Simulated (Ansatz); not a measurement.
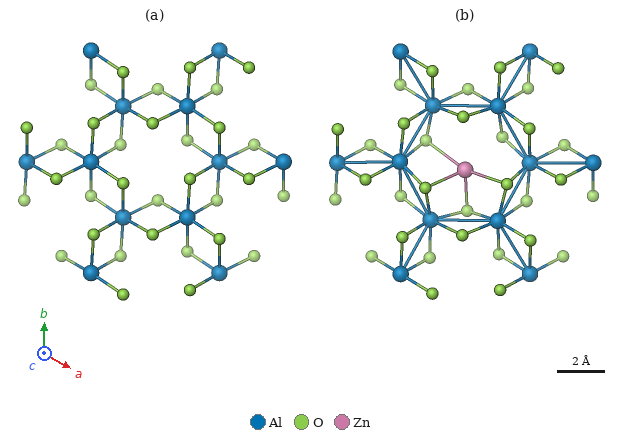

Left: perfect Al2O3. Right: the same region with one point defect, after relaxing the atoms in a supercell of 120 sites. A ball-and-stick model of the atoms within 6.0 Å of one point, in a slice 3.4 Å thick across the line of sight, seen along the c axis.

Level of theory: DFT, PBEsol, PAW, plane waves (Ansatz). (plane-wave cutoff 420 eV; k-point mesh 1 × 1 × 1; mesh shifted by (0.25, 0.25, 0.25); collinear spin) Fermi-Dirac smearing of 0.01 eV. A uniform background neutralises the charged cell. The axes drawn are those of the host's conventional cell.

> Which defect is it?

An extra zinc atom is put between the host's atoms (an interstitial).

The charge state of the cell is −1.

> How does the lattice respond?

The Zn atom starts with 6 O at 1.92 to 2.04 Å, 2 Al at 1.93 Å around its place and ends with 5 O at 2.08 to 2.46 Å, 2 Al at 2.18 to 2.20 Å. Of the host's atoms, an oxygen atom moves furthest from its site, by 0.46 Å. The Zn atom itself moves 0.28 Å from where it was put. The cell's net moment is 1.00 μB.

Limits of the set-up: the cell is charged, on a uniform background, and energies carry no finite-size correction.
